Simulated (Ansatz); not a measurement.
The coordinates of a crystal:

```
Zn Se
1.0
     6.23885    0.00000    0.00000
     0.00000    6.23885    0.00000
     0.00000    0.00000    6.23885
Zn Se
4 8
Direct
  0.50000 0.50000 0.00000
  0.50000 0.00000 0.50000
  0.00000 0.50000 0.50000
  0.00000 0.00000 0.00000
  0.10997 0.89003 0.39003
  0.89003 0.39003 0.10997
  0.39003 0.10997 0.89003
  0.60997 0.60997 0.60997
  0.89003 0.10997 0.60997
  0.10997 0.60997 0.89003
  0.60997 0.89003 0.10997
  0.39003 0.39003 0.39003
```

**Characterise the structure given above.**

Chemical formula ZnSe2. The atoms follow space group Pa-3 (No. 205); the Bravais lattice is primitive cubic. Type of structure: pyrite. Atoms per cell: 12 (4 Zn, 8 Se). Each Zn has six Se in an octahedral arrangement at 2.62 Å. Each Se atom is coordinated by three Zn and one Se in a distorted tetrahedral arrangement (2.62 Å to Zn, 2.38 Å to Se). The bonds build a three-dimensional framework.

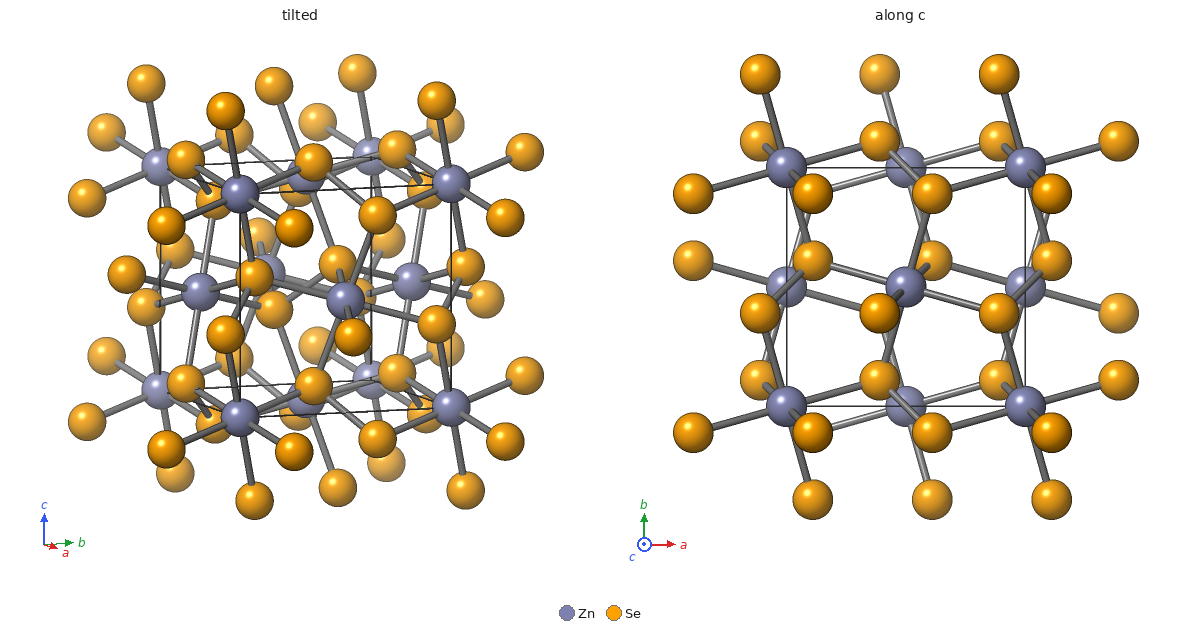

The image is a ball-and-stick drawing of a crystal, viewed slightly off an axis and along the c axis. The outline marks the conventional unit cell. A few atoms beyond the faces are included. Colours: zinc blue, selenium orange.

The structure comes from a structure listed in the Materials Project. Earlier steps of the study may have refined or changed the cell and positions. A calculation with Ansatz used it as input.
